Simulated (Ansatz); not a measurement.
Run report: SiO2, molecular dynamics (part 1 of 4)

The run: molecular dynamics of SiO2 (slab, 24 atoms in the cell). Method and program: DFT PBE, scalar-relativistic, plane waves, PAW, PAW set soft_1, no spin polarisation (Ansatz 0.2.0).

The structure derives from an entry of the Crystallography Open Database. The input holds or restrains some coordinates. It belongs to a series of runs on one base structure; here: dynamics from the start.

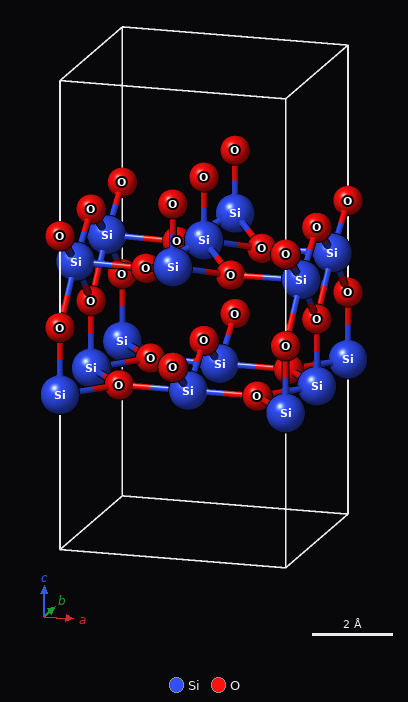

Fig. 1: The starting structure (ball-and-stick view of the cell of the calculation, with the vacuum cut short, seen slightly off an axis). An atom can appear more than once, as a periodic image.

## Results in brief

```json
{"quantity": "outcome", "value": "finished"}
{"quantity": "mean temperature over the second half", "value": "1355 K"}
{"quantity": "trajectory", "value": "80 steps, 80 fs"}
{"quantity": "ensemble", "value": "nve"}
{"quantity": "temperature in the input", "value": "1800.0 K"}
{"quantity": "time step", "value": "1 fs"}
{"quantity": "electrons treated", "value": "128"}
{"quantity": "potential energy (free energy of the electrons) (last step)", "value": "−14169.8499 eV"}
{"quantity": "Fermi energy (last step)", "value": "−0.308 eV"}
{"quantity": "largest force (length of the vector) (last step), held atoms and coordinates included", "value": "8.225 eV/Å"}
{"quantity": "hardware", "value": "1 thread of Arm Neoverse V2, 24 GiB of memory available, shared host"}
{"quantity": "wall time", "value": "11 min"}
{"quantity": "peak memory", "value": "0.79 GiB"}
```

The k-point mesh is coarse for a cell of this size, so the results may not be converged. So short a trajectory is not equilibrated.

## Input file
```yaml
crystal:
  lattice:
    - [5.920605, 0.0, 0.0]
    - [0.0, 5.3368, 0.0]
    - [0.0, 0.0, 17.771416]
  atoms:
    - { symbol: Si, position: [0.0, 0.0, 0.0562701] }
    - { symbol: Si, position: [0.5, 0.25, 0.0562701] }
    - { symbol: O, position: [1.0, 0.0, 0.15458015] }
    - { symbol: O, position: [0.1941, 0.25, 0.0562701] }
    - { symbol: O, position: [0.5, 0.0, 0.10989063] }
    - { symbol: O, position: [0.8059, 0.25, 0.0562701] }
    - { symbol: Si, position: [0.5, 0.0, 0.2566432] }
    - { symbol: Si, position: [0.0, 0.25, 0.23172065] }
    - { symbol: O, position: [0.5, 0.0, 0.34893739] }
    - { symbol: O, position: [0.68786395, 0.25, 0.23016446] }
    - { symbol: O, position: [0.0, 0.0, 0.28877791] }
    - { symbol: O, position: [0.31213605, 0.25, 0.23016446] }
    - { symbol: Si, position: [0.0, 0.5, 0.0562701] }
    - { symbol: Si, position: [0.5, 0.75, 0.0562701] }
    - { symbol: O, position: [1.0, 0.5, 0.15458015] }
    - { symbol: O, position: [0.1941, 0.75, 0.0562701] }
    - { symbol: O, position: [0.5, 0.5, 0.10989063] }
    - { symbol: O, position: [0.8059, 0.75, 0.0562701] }
    - { symbol: Si, position: [0.5, 0.5, 0.2566432] }
    - { symbol: Si, position: [0.0, 0.75, 0.23172065] }
    - { symbol: O, position: [0.5, 0.5, 0.34893739] }
    - { symbol: O, position: [0.68786395, 0.75, 0.23016446] }
    - { symbol: O, position: [0.0, 0.5, 0.28877791] }
    - { symbol: O, position: [0.31213605, 0.75, 0.23016446] }
basis:
  ecutwfc: 420.0
kpoints:
  mp_grid: { grid: [2, 2, 1] }
hamiltonian:
  xc: pbe
  pseudopotentials: { kind: paw, azcp: { folder: soft_1 } }
scf:
  occupations: { method: fermi_dirac, width: 0.05 }
  lower_state_search: "off"
md:
  timestep: 1
  n_steps: 80
  ensemble: nve
  temperature: 1800.0
  initial_velocities: maxwell_boltzmann
  seed: 490840
  constraints: [{ sites: [0, 1, 3, 5, 12, 13, 15, 17] }]
```

Run as:
```bash
ansatz run input.yaml --threads 1 --pin off --max-ram 3072MiB --backend cpu --events-out ev --progress --plain --runs-dir out
```

## The program's output
```
Warning: md: disabling space-group detection — thermal motion breaks the input geometry's symmetry, so no spatial operation reduces the k-mesh or symmetrises the density; time reversal is kept, so that k and −k are solved as one point where they differ and the mesh holds both, and exact exchange and, on two spinor components, a DFT+U term hold to it where the run has them: on two components no moment then forms, and a state that bears one, which a typed moment (crystal.atoms[].spin; refused beside efield: under a hybrid functional) reaches, can lie lower, under hf by electronvolts; crystal.symmetry.detect: false (a key that needs symmetry detection or time reversal refuses this as the deck is read) with time_reversal: false beside it drops time reversal too
Engine: ansatz 0.2.0, aarch64-unknown-linux-gnu
Pseudopotentials: kind: paw
Pseudopotential: Si, paw, valence charge 4, recommended cutoff 420 eV (normal), [file]
Pseudopotential: O, paw, valence charge 6, recommended cutoff 420 eV (normal), [file]
Functional definition: PBE
  parameter kappa = 0.804
  parameter beta = 0.06672455060314922
  exchange = pbe_x(kappa = kappa, mu = beta*pi^2/3)
  correlation = pbe_c(beta = beta)
Crystal: 24 atoms, lattice volume = 561.525 Å³
Basis set: ecut = 420 eV, 10957 PW (Γ), exchange–correlation on 80×72×240 points (8 copies of the dense FFT grid, shifted against one another)
Bands: 88, of which v1, the nominal top of the filled ones, is band 64 counted from 1 (63 counted from 0)
Symmetry: 1 space group operations
k-points: 4
Non-local potential: Si, projectors of the file, l = 0: 2, l = 1: 2, l = 2: 1
Non-local potential: O, projectors of the file, l = 0: 2, l = 1: 2, l = 2: 1
PAW form: soft (Blöchl's): semilocal exchange-correlation on the pseudo side does not see the compensation charge
PAW one-centre angular grid: Si, 110 points (default); XC on 64 Gauss nodes
PAW one-centre angular grid: O, 110 points (default); XC on 64 Gauss nodes
Initial density: superposition of atomic densities (neutral atoms: chi_scale 0, normalization atom)
Initial wavefunctions: pseudopotential atomic-orbital guess
Functional: x = pbe(κ = 0.804, μ = 0.2195149727645171), c = pbe(β = 0.06672455060314922)
SCF iter   1: F=—  HF=-14198.825918 eV  |F-HF|=—  |Δ(HF+E_count)|=         —  Δρ=1.23e-1  dr2=1.46e2  ethr=3.10e-3  ⟨swp⟩=7.5  Hψ=1837  notcnv=0  defer=30
preconditioner: auto → Resta (q_TF=auto, 2.132 Å⁻¹)  ε∞=2.0  [insulator: Δε(μ)=2.816 eV  Ē_g=17.509 eV  σ=0.050 eV  W_gap=1.00  n_scr=94 (ndim 8)  ℏωp=17.7 eV  f_vac=0.546  D(μ)=0.00/eV (n_scr^D=0)  ε∞_Penn≈2.0  vacuum switching on, ρ_ref=2.2e-2 e/Å³]
SCF iter   2: F=—  HF=-14250.881496 eV  |F-HF|=—  |Δ(HF+E_count)|=    5.21e1  Δρ=2.11e-1  dr2=1.62e3  ethr=3.10e-3  ⟨swp⟩=7.5  Hψ=1228  notcnv=0  defer=69  recentre
preconditioner: auto → LDOS  [metal: Δε(μ)=0.083 eV  Ē_g=13.983 eV  σ=0.050 eV  W_gap=0.35  n_scr=94 (ndim 8)  ℏωp=17.1 eV  f_vac=0.560  D(μ)=12.79/eV (n_scr^D=74)  β→1.0]
SCF iter   3: F=—  HF=-14187.697931 eV  |F-HF|=—  |Δ(HF+E_count)|=    6.32e1  Δρ=8.51e-2  dr2=1.07e2  ethr=3.10e-3  ⟨swp⟩=4.5  Hψ=955  notcnv=0  defer=62
SCF iter   4: F=—  HF=-14175.665105 eV  |F-HF|=—  |Δ(HF+E_count)|=    1.20e1  Δρ=4.09e-2  dr2=6.18e1  ethr=3.10e-3  ⟨swp⟩=4.0  Hψ=911  notcnv=0  defer=78
SCF iter   5: F=—  HF=-14171.483767 eV  |F-HF|=—  |Δ(HF+E_count)|=    4.18e0  Δρ=2.38e-2  dr2=5.17e0  ethr=3.10e-3  ⟨swp⟩=2.8  Hψ=560  notcnv=0  defer=76
SCF iter   6: F=—  HF=-14171.135894 eV  |F-HF|=—  |Δ(HF+E_count)|=   3.48e-1  Δρ=3.50e-2  dr2=1.48e1  ethr=3.10e-3  ⟨swp⟩=3.5  Hψ=491  notcnv=0  defer=67  recentre
SCF iter   7: F=—  HF=-14171.118449 eV  |F-HF|=—  |Δ(HF+E_count)|=   1.74e-2  Δρ=2.15e-2  dr2=5.73e0  ethr=3.10e-3  ⟨swp⟩=4.5  Hψ=549  notcnv=0  defer=55
SCF iter   8: F=—  HF=-14171.089503 eV  |F-HF|=—  |Δ(HF+E_count)|=   2.89e-2  Δρ=2.39e-2  dr2=5.42e0  ethr=3.10e-3  ⟨swp⟩=3.0  Hψ=446  notcnv=0  defer=61
SCF iter   9: F=—  HF=-14170.565621 eV  |F-HF|=—  |Δ(HF+E_count)|=   5.24e-1  Δρ=7.58e-3  dr2=8.87e-1  ethr=3.10e-3  ⟨swp⟩=3.2  Hψ=370  notcnv=0  defer=61
SCF iter  10: F=—  HF=-14170.553980 eV  |F-HF|=—  |Δ(HF+E_count)|=   1.16e-2  Δρ=4.32e-3  dr2=2.59e-1  ethr=6.93e-4  ⟨swp⟩=2.5  Hψ=432  notcnv=0  defer=59
SCF iter  11: F=—  HF=-14170.539928 eV  |F-HF|=—  |Δ(HF+E_count)|=   1.41e-2  Δρ=7.66e-3  dr2=5.17e-1  ethr=2.02e-4  ⟨swp⟩=3.2  Hψ=456  notcnv=0  defer=59
SCF iter  12: F=—  HF=-14170.528051 eV  |F-HF|=—  |Δ(HF+E_count)|=   1.19e-2  Δρ=4.42e-3  dr2=1.64e-1  ethr=2.02e-4  ⟨swp⟩=2.0  Hψ=419  notcnv=0  defer=59
SCF iter  13: F=—  HF=-14170.524600 eV  |F-HF|=—  |Δ(HF+E_count)|=   3.45e-3  Δρ=2.64e-3  dr2=5.40e-2  ethr=1.28e-4  ⟨swp⟩=2.0  Hψ=345  notcnv=0  defer=59
SCF iter  14: F=—  HF=-14170.523007 eV  |F-HF|=—  |Δ(HF+E_count)|=   1.59e-3  Δρ=7.87e-4  dr2=4.03e-3  ethr=4.22e-5  ⟨swp⟩=1.0  Hψ=293  notcnv=0  defer=59
SCF iter  15: F=—  HF=-14170.522964 eV  |F-HF|=—  |Δ(HF+E_count)|=   4.29e-5  Δρ=4.27e-4  dr2=1.41e-3  ethr=3.15e-6  ⟨swp⟩=1.0  Hψ=293  notcnv=0  defer=59
SCF iter  16: F=—  HF=-14170.522964 eV  |F-HF|=—  |Δ(HF+E_count)|=   7.02e-7  Δρ=1.74e-4  dr2=2.23e-4  ethr=1.10e-6  ⟨swp⟩=1.2  Hψ=297  notcnv=0  defer=59
SCF iter  17: F=—  HF=-14170.522970 eV  |F-HF|=—  |Δ(HF+E_count)|=   6.73e-6  Δρ=9.53e-5  dr2=6.68e-5  ethr=1.74e-7  ⟨swp⟩=2.0  Hψ=416  notcnv=0  defer=59
SCF iter  18: F=—  HF=-14170.522028 eV  |F-HF|=—  |Δ(HF+E_count)|=   9.42e-4  Δρ=3.22e-5  dr2=7.67e-6  ethr=5.22e-8  ⟨swp⟩=2.2  Hψ=461  notcnv=0  defer=59
SCF iter  19: F=—  HF=-14170.521974 eV  |F-HF|=—  |Δ(HF+E_count)|=   5.36e-5  Δρ=1.41e-5  dr2=1.34e-6  ethr=5.99e-9  ⟨swp⟩=2.0  Hψ=481  notcnv=0  defer=59
SCF iter  20: F=—  HF=-14170.521975 eV  |F-HF|=—  |Δ(HF+E_count)|=   7.00e-7  Δρ=9.34e-6  dr2=4.20e-7  ethr=1.05e-9  ⟨swp⟩=2.5  Hψ=501  notcnv=0  defer=59
SCF iter  21: F=—  HF=-14170.521976 eV  |F-HF|=—  |Δ(HF+E_count)|=   9.77e-7  Δρ=6.40e-6  dr2=2.12e-7  ethr=3.28e-10  ⟨swp⟩=2.8  Hψ=474  notcnv=0  defer=59
SCF iter  22: F=—  HF=-14170.521977 eV  |F-HF|=—  |Δ(HF+E_count)|=   5.92e-7  Δρ=3.10e-6  dr2=6.11e-8  ethr=1.65e-10  ⟨swp⟩=2.2  Hψ=479  notcnv=0  defer=59
SCF iter  23: F=-14170.521977 eV  HF=-14170.521977 eV  |F-HF|=3.63e-8  |Δ(HF+E_count)|=   2.71e-7  Δρ=1.48e-6  dr2=1.80e-8  ethr=1.87e-11  ⟨swp⟩=5.0  Hψ=1296  notcnv=0
SCF 1 converged in 23 iterations: F = -14170.521977 eV  dr2 = 1.80e-8
  greatest PAW one-centre occupation: 0.882 electrons in one spin orbital (limit 2), on the O atom at site 20 (counted from 0), in its partial waves of l = 0
md step     0: t =     0.00 fs  T =  1800.0 K  F+E_penalty+E_count = -14170.52197707 eV  E_kin = 3.722688 eV  conserved = -14166.79928910 eV  (23 SCF iters)
Initial density: handed on by an earlier stage of this run
Initial wavefunctions: those handed on with the density
iter 1 solved again at ethr=1.35e-3 eV; its pass at ethr=3.10e-3 eV (dr2=1.73e0 eV) is discarded
SCF iter   1: F=—  HF=-14170.525590 eV  |F-HF|=—  |Δ(HF+E_count)|=         —  Δρ=1.26e-2  dr2=1.71e0  ethr=1.35e-3  ⟨swp⟩=5.0  Hψ=1659  notcnv=0
preconditioner: auto → LDOS  [metal: Δε(μ)=0.004 eV  Ē_g=14.922 eV  σ=0.050 eV  W_gap=0.02  n_scr=94 (ndim 8)  ℏωp=17.7 eV  f_vac=0.558  D(μ)=20.15/eV (n_scr^D=154)  β→1.0]
SCF iter   2: F=—  HF=-14170.396897 eV  |F-HF|=—  |Δ(HF+E_count)|=   1.29e-1  Δρ=3.50e-3  dr2=7.18e-2  ethr=1.34e-3  ⟨swp⟩=3.2  Hψ=486  notcnv=0
SCF iter   3: F=—  HF=-14170.481621 eV  |F-HF|=—  |Δ(HF+E_count)|=   8.47e-2  Δρ=5.22e-3  dr2=2.21e-1  ethr=5.61e-5  ⟨swp⟩=3.5  Hψ=795  notcnv=0  defer=33
SCF iter   4: F=—  HF=-14170.477121 eV  |F-HF|=—  |Δ(HF+E_count)|=   4.50e-3  Δρ=1.13e-3  dr2=9.89e-3  ethr=5.61e-5  ⟨swp⟩=2.0  Hψ=349  notcnv=0  defer=44
[...]
md step     1: t =     1.00 fs  T =  1781.1 K  F+E_penalty+E_count = -14170.48237203 eV  E_kin = 3.683509 eV  conserved = -14166.79886281 eV  (14 SCF iters)
[... from here on the SCF iterations and repeated set-up lines of each step are left out, up to the last step ...]
md step     2: t =     2.00 fs  T =  1725.6 K  F+E_penalty+E_count = -14170.36695815 eV  E_kin = 3.568804 eV  conserved = -14166.79815448 eV  (14 SCF iters)
md step     3: t =     3.00 fs  T =  1638.7 K  F+E_penalty+E_count = -14170.18623997 eV  E_kin = 3.389006 eV  conserved = -14166.79723369 eV  (13 SCF iters)
md step     4: t =     4.00 fs  T =  1527.0 K  F+E_penalty+E_count = -14169.95427981 eV  E_kin = 3.158107 eV  conserved = -14166.79617253 eV  (13 SCF iters)
md step     5: t =     5.00 fs  T =  1398.6 K  F+E_penalty+E_count = -14169.68753330 eV  E_kin = 2.892491 eV  conserved = -14166.79504270 eV  (8 SCF iters)
md step     6: t =     6.00 fs  T =  1261.9 K  F+E_penalty+E_count = -14169.40364012 eV  E_kin = 2.609715 eV  conserved = -14166.79392476 eV  (6 SCF iters)
md step     7: t =     7.00 fs  T =  1125.3 K  F+E_penalty+E_count = -14169.12014836 eV  E_kin = 2.327248 eV  conserved = -14166.79289996 eV  (6 SCF iters)
md step     8: t =     8.00 fs  T =   996.6 K  F+E_penalty+E_count = -14168.85320948 eV  E_kin = 2.061166 eV  conserved = -14166.79204327 eV  (4 SCF iters)
md step     9: t =     9.00 fs  T =   882.4 K  F+E_penalty+E_count = -14168.61636513 eV  E_kin = 1.824950 eV  conserved = -14166.79141467 eV  (4 SCF iters)
md step    10: t =    10.00 fs  T =   787.4 K  F+E_penalty+E_count = -14168.41959429 eV  E_kin = 1.628548 eV  conserved = -14166.79104626 eV  (12 SCF iters)
md step    11: t =    11.00 fs  T =   714.6 K  F+E_penalty+E_count = -14168.26879321 eV  E_kin = 1.477857 eV  conserved = -14166.79093649 eV  (5 SCF iters)
md step    12: t =    12.00 fs  T =   664.7 K  F+E_penalty+E_count = -14168.16578155 eV  E_kin = 1.374730 eV  conserved = -14166.79105173 eV  (5 SCF iters)
md step    13: t =    13.00 fs  T =   637.0 K  F+E_penalty+E_count = -14168.10881175 eV  E_kin = 1.317476 eV  conserved = -14166.79133571 eV  (5 SCF iters)
md step    14: t =    14.00 fs  T =   629.4 K  F+E_penalty+E_count = -14168.09343014 eV  E_kin = 1.301706 eV  conserved = -14166.79172404 eV  (6 SCF iters)
md step    15: t =    15.00 fs  T =   638.9 K  F+E_penalty+E_count = -14168.11346712 eV  E_kin = 1.321307 eV  conserved = -14166.79216028 eV  (4 SCF iters)
md step    16: t =    16.00 fs  T =   662.1 K  F+E_penalty+E_count = -14168.16192454 eV  E_kin = 1.369318 eV  conserved = -14166.79260642 eV  (4 SCF iters)
md step    17: t =    17.00 fs  T =   695.6 K  F+E_penalty+E_count = -14168.23159830 eV  E_kin = 1.438552 eV  conserved = -14166.79304670 eV  (5 SCF iters)
md step    18: t =    18.00 fs  T =   735.9 K  F+E_penalty+E_count = -14168.31537834 eV  E_kin = 1.521894 eV  conserved = -14166.79348405 eV  (6 SCF iters)
md step    19: t =    19.00 fs  T =   779.6 K  F+E_penalty+E_count = -14168.40627624 eV  E_kin = 1.612346 eV  conserved = -14166.79393012 eV  (5 SCF iters)
md step    20: t =    20.00 fs  T =   823.4 K  F+E_penalty+E_count = -14168.49731511 eV  E_kin = 1.702923 eV  conserved = -14166.79439200 eV  (14 SCF iters)
md step    21: t =    21.00 fs  T =   863.8 K  F+E_penalty+E_count = -14168.58144572 eV  E_kin = 1.786580 eV  conserved = -14166.79486580 eV  (7 SCF iters)
md step    22: t =    22.00 fs  T =   897.6 K  F+E_penalty+E_count = -14168.65163965 eV  E_kin = 1.856309 eV  conserved = -14166.79533074 eV  (6 SCF iters)
md step    23: t =    23.00 fs  T =   921.4 K  F+E_penalty+E_count = -14168.70125285 eV  E_kin = 1.905507 eV  conserved = -14166.79574559 eV  (4 SCF iters)
md step    24: t =    24.00 fs  T =   932.5 K  F+E_penalty+E_count = -14168.72467865 eV  E_kin = 1.928627 eV  conserved = -14166.79605190 eV  (5 SCF iters)
md step    25: t =    25.00 fs  T =   929.4 K  F+E_penalty+E_count = -14168.71824207 eV  E_kin = 1.922064 eV  conserved = -14166.79617776 eV  (6 SCF iters)
md step    26: t =    26.00 fs  T =   911.5 K  F+E_penalty+E_count = -14168.68123213 eV  E_kin = 1.885180 eV  conserved = -14166.79605262 eV  (7 SCF iters)
md step    27: t =    27.00 fs  T =   880.6 K  F+E_penalty+E_count = -14168.61689553 eV  E_kin = 1.821271 eV  conserved = -14166.79562420 eV  (4 SCF iters)
md step    28: t =    28.00 fs  T =   840.5 K  F+E_penalty+E_count = -14168.53313081 eV  E_kin = 1.738248 eV  conserved = -14166.79488327 eV  (5 SCF iters)
md step    29: t =    29.00 fs  T =   797.2 K  F+E_penalty+E_count = -14168.44254536 eV  E_kin = 1.648661 eV  conserved = -14166.79388457 eV  (5 SCF iters)
md step    30: t =    30.00 fs  T =   758.5 K  F+E_penalty+E_count = -14168.36152581 eV  E_kin = 1.568768 eV  conserved = -14166.79275763 eV  (12 SCF iters)
md step    31: t =    31.00 fs  T =   733.2 K  F+E_penalty+E_count = -14168.30809379 eV  E_kin = 1.516382 eV  conserved = -14166.79171171 eV  (4 SCF iters)
md step    32: t =    32.00 fs  T =   729.0 K  F+E_penalty+E_count = -14168.29864964 eV  E_kin = 1.507655 eV  conserved = -14166.79099470 eV  (4 SCF iters)
```
